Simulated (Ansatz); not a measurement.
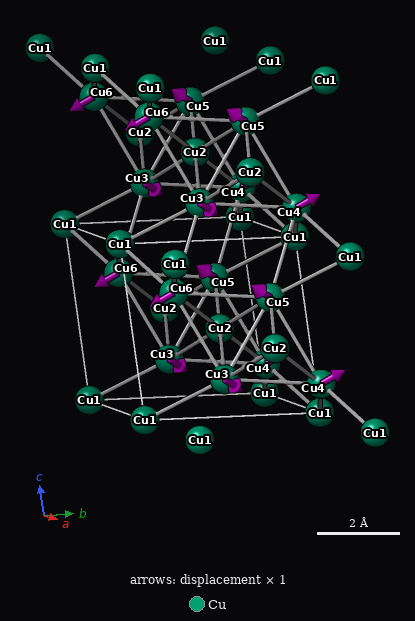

A relaxation of a crystal of Cu (built on the Hg_14 type) (coarse preliminary run). The starting structure is drawn; purple arrows show the displacements (the part carried along by the change of the cell is left out), at their true length.

The picture is a ball-and-stick view of the cell of the calculation, repeated 2 × 1 × 2 with one cell outlined, seen slightly off an axis.

Case: Hg type (P2_1/c, No. 14).

Level of theory: DFT PBE, scalar-relativistic, plane waves, PAW (Ansatz).

The input:
```yaml
crystal:
  lattice:
    - [4.2029104051, 0.0, 0.0]
    - [0.0, 4.5682362145, 0.0]
    - [-1.8852342276, 0.0, 4.1559770183]
  atoms:
    - { symbol: Cu, position: [0.0, 0.0, 0.0] }
    - { symbol: Cu, position: [0.0, 0.5, 0.5] }
    - { symbol: Cu, position: [0.425, 0.36, 0.265] }
    - { symbol: Cu, position: [0.575, 0.86, 0.235] }
    - { symbol: Cu, position: [0.575, 0.64, 0.735] }
    - { symbol: Cu, position: [0.425, 0.14, 0.765] }
basis:
  ecutwfc: 420
kpoints:
  mp_grid: { grid: [4, 4, 4] }
hamiltonian:
  xc: pbe
scf:
  occupations: { method: gaussian, width: 0.1 }
  lower_state_search: "off"
output:
  forces: true
  stress: true
  eigenvalues: true
relax:
  adjacent_minimum: "off"
  f_tol: 0.04
  max_steps: 70
  cell: { stress_tol: 0.4 }
```

Question: What happened in the run?

Answer: The largest moves relative to the cell, 0.73 Å, are those of Cu3, Cu4, Cu5 and Cu6. Cu4 goes along [2 3 2]. Cell: a 4.203 → 4.522 Å (+7.6 %), b 4.568 → 4.239 Å (−7.2 %), c 4.564 → 4.272 Å (−6.4 %), β 114.4° → 118.1°. Volume −9.5 %. Some distances before and after: Cu3–Cu5 3.621 → 2.656 Å, Cu1–Cu3 3.379 → 2.501 Å, Cu1–Cu4 3.261 → 2.516 Å, Cu3–Cu6 2.493 → 3.009 Å. New bonds form: Cu1–Cu3 (3.38 → 2.50 Å), Cu1–Cu4 (3.26 → 2.52 Å), Cu1–Cu5 (3.38 → 2.50 Å), Cu1–Cu6 (3.26 → 2.52 Å). Bond angles that change, for instance: Cu4–Cu3–Cu5 126.5° → 73.6°, Cu1–Cu3–Cu4 143.0° → 179.9°, Cu2–Cu3–Cu4 92.4° → 57.8°. The space group (tolerance 0.01 Å) goes from P2_1/c (No. 14) to Fmmm (No. 69). After 6 accepted moves (8 points after the start) the energy has fallen by 2.204 eV per cell of the calculation. The largest force component goes from 0.93 to 0.019 eV/Å. The pressure goes from 9.61 to −0.08 GPa. The line search rejected the trial step at point 6 of the run. The SCF was repeated once at an unchanged geometry on a basis and grid sized afresh for the cell, which shifted the energy by 6.1 meV per cell of the calculation at most.

Limits of the set-up: the k-point mesh is coarse for a cell with partly filled bands.
